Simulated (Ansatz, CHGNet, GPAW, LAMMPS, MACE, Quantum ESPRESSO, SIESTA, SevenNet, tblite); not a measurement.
**47In2O3-53ZnO (mol %) with crystalline order left by the classical run (65 atoms): other programs against plane waves**

One geometry of 47In2O3-53ZnO (mol %) with crystalline order left by the classical run (65 atoms) is solved by several programs and methods. How far do their forces lie from a plane-wave PBE run?

Results are calculated, not measured.

## (1) The structure

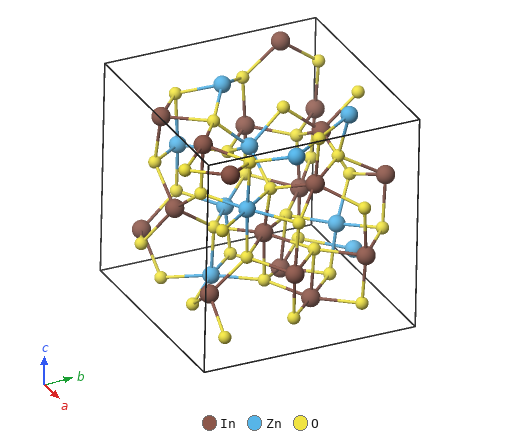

The cell (indium brown, zinc blue, oxygen yellow).

The cell holds 65 atoms (18 In, 10 Zn and 37 O), with edges of 9.43, 9.43 and 9.43 Å. Recipe: 65 atoms (18 Sc, 10 Zn, 37 O) placed at random at 4.13 g/cm³, melted at 5000 K for 10 ps at fixed volume with the Morse and Coulomb pair potential with partial charges (Pedone, Malavasi, Menziani, Cormack and Segre, J. Phys. Chem. B 110, 11780 (2006)). Quenched from 5000 K to 300 K at 30 K/ps and fixed volume, held 10 ps at zero pressure, then minimised at fixed cell. Then Sc was replaced by In and the cell scaled by 1.027 (the potential has no terms for the new elements, so the cell is a start for a DFT relaxation). The density is 6.57 g/cm³.

## (2) The reference input

Quantum ESPRESSO 7.5: Kohn-Sham DFT, PBE, SSSP efficiency 1.3.0 pseudopotentials, plane waves. Its input, pw.in:

```
&control
  calculation = 'scf'
  pseudo_dir = './pseudo'
  outdir = './tmp'
  disk_io = 'none'
  tprnfor = .true.
  tstress = .true.
/
&system
  ibrav = 0
  nat = 65
  ntyp = 3
  ecutwfc = 60
  ecutrho = 480
  nosym = .true.
  occupations = 'smearing'
  smearing = 'fd'
  degauss = 0.003675
/
&electrons
  conv_thr = 3.3e-07
  electron_maxstep = 100
  mixing_beta = 0.4
  mixing_mode = 'plain'
  diagonalization = 'david'
/
ATOMIC_SPECIES
In 114.818 In.upf
Zn 65.380 Zn.upf
O 15.999 O.upf
CELL_PARAMETERS angstrom
9.42721 0.00000 0.00000
0.00000 9.42721 0.00000
0.00000 0.00000 9.42721
ATOMIC_POSITIONS crystal
In 0.73242 0.97824 0.60724
In 0.14787 0.11713 0.24522
In 0.95038 0.44660 0.35090
In 0.76816 0.13407 0.23563
[... 59 atom lines left out ...]
O 0.93686 0.77584 0.13150
O 0.66065 0.78727 0.70562
K_POINTS gamma
```

```console
$ OMP_NUM_THREADS=1 mpirun -np 4 pw.x -in pw.in > output.txt
```

Run time: 3.4 min. Hardware: 4 MPI ranks of Arm Neoverse V1, shared host; peak memory 2.6 GiB; 14 min of CPU time.

It converged with an r.m.s. force component of 0.31 eV/Å and a pressure of 2.6 GPa.

## (3) What was run beside it

- CHGNet: machine-learned potential, published weights.
- GPAW 26.7.0: PAW with atomic orbitals (LCAO), plane waves or a real-space grid of spacing h.
- MACE: machine-learned potential, published weights.
- SIESTA 5.4.2: numerical atomic orbitals, whose automatically made sets are far from complete, with PseudoDojo norm-conserving potentials that we converted to its format (checked against plane waves on the same files for H, C, O, Si, Ge and Ca alone); labels give functional, basis size, energy shift and mesh cutoff.
- SevenNet: machine-learned potential, published weights.

All use the same cell and atoms, and the electronic-structure runs the same k-mesh.

## (4) All runs compared

Differences are against the reference: forces as r.m.s. over components, share as that over the reference's r.m.s. force, slope as the fitted ratio of a run's forces to the reference's.

```
                                                 run  Δ force, r.m.s. (meV/Å)  share (%)  slope  Δ pressure (GPa)  cores  CPU time  memory (GiB)
                                           reference                        -          -      -                 -      4    14 min           2.6
                             CHGNet r2SCAN potential                      111       35.8  0.734             -4.86      1     4.3 s          0.93
                        GPAW PBE, LCAO dzp, h 0.18 Å                     67.7       21.8  1.069                 -      1   6.3 min           1.6
               GPAW PBE, LCAO dzp, h 0.25 Å (coarse)                      932        301  0.997                 -      1   2.6 min          0.69
                    GPAW PBE, grid h 0.24 Å (coarse)                      232       74.9  0.980                 -      2    14 min           1.3
                       GPAW RPBE, LCAO dzp, h 0.18 Å                      194       62.6  0.794                 -      1   5.5 min           1.6
                         MACE MP-0b2 small potential                     68.4       22.1  0.931             0.896      1     8.3 s          0.67
 SIESTA PBE, DZ, shift 0.01 Ry, mesh 500 Ry (coarse)                      196       63.1  1.246             -2.54      2   3.2 min           1.3
         SIESTA PBE, DZP, shift 0.01 Ry, mesh 500 Ry                     90.9       29.3  1.130            -0.386      2   8.2 min           1.9
SIESTA PBE, SZP, shift 0.01 Ry, mesh 500 Ry (coarse)                      125       40.2  1.244             0.651      2   6.6 min           1.7
                                SevenNet 0 potential                     57.4       18.5  0.965             0.674      1     9.4 s          0.83
```

Rows marked coarse were listed beforehand as settings not expected to be converged; some can still land near the reference.

Times of the machine-learned potentials are mostly Python's start and the loading of weights.

Runs without a result: tblite GFN1-xTB (ended with an error or stopped unconverged).

CPU time is summed over cores on shared hosts, so it is rough.

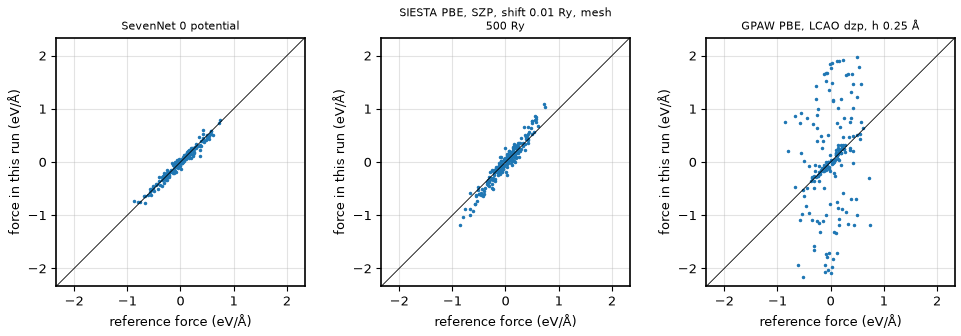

Force components against those of the reference; the line marks equality. Points beyond the frame are left out.

## (5) What came out

Forces lie from 19 % (SevenNet 0 potential) to 301 % (GPAW PBE, LCAO dzp, h 0.25 Å, coarse) of the reference's r.m.s. force of 0.31 eV/Å away from it. The PBE runs in local orbitals, coarse settings apart, differ by 22 % (GPAW PBE, LCAO dzp, h 0.18 Å) to 29 % (SIESTA PBE, DZP, shift 0.01 Ry, mesh 500 Ry); basis, grid and potentials can all enter. Machine-learned potentials differ by 19 % (SevenNet 0 potential) to 36 % (CHGNet r2SCAN potential); they were trained on other programs' data, some at another functional. Rows with another functional or a dispersion term differ by 63 % (GPAW RPBE, LCAO dzp, h 0.18 Å), which mixes the change of model with differences of basis and potentials.

Runs with settings chosen to be coarse differ by 40 % (SIESTA PBE, SZP, shift 0.01 Ry, mesh 500 Ry) to 301 % (GPAW PBE, LCAO dzp, h 0.25 Å), their programs' other errors included. SIESTA PBE, SZP, shift 0.01 Ry, mesh 500 Ry stiffens the forces by a factor of 1.24 while following their directions (correlation 0.969); the slopes of the 3 SIESTA runs lie between 1.13 and 1.25. From GPAW PBE, LCAO dzp, h 0.25 Å to the finer GPAW PBE, LCAO dzp, h 0.18 Å the share falls from 301 to 22 %. Pressures at PBE, coarse settings apart, lie -0.39 GPa from the reference's.

Caveats: The potentials hold different valence shells: 656 electrons in the reference, 576 in GPAW; this bears on time and differences. The reference's pressure holds the uncorrected Pulay stress of its 60 Ry basis, so small pressure differences may be the reference's own error. Machine-learned potentials mimic data converged in k, so the reference's own k-point error enters their differences. The quench rate of 30 K/ps is many orders above laboratory rates, so the cell is likely richer in defects and strain than a real sample. The network of bonds at the start is that of the classical potential that made the cell, and needn't be the one that DFT or experiment would give. The reference's stress is far from hydrostatic: its diagonal is 5.5, 3.4, -1.0 GPa, compression counted positive. The electronic-structure runs sample only Γ, in a cell whose shortest periodic width is 9 Å. The reference's pressure of 2.6 GPa reflects the volume that the recipe set, positions that aren't this level's minimum and the basis. Spin–orbit coupling is left out. Where levels are smeared, the DFT runs use Fermi–Dirac occupations at 580 K (0.05 eV), and energies are free energies. The reference's cutoffs and mesh weren't converged further here.

[Logs are printed without paths, hosts, clocks, repeated set-up lines and the standing remarks that a program may print on its own settings, such as how far it seeks lower states.]

[Hosts, paths, dates, database ids (printed as entryN), source tags and the programs' standing remarks are cut or masked in the printed files.]

[Cells were taken only where this reference lay near another plane-wave run.]
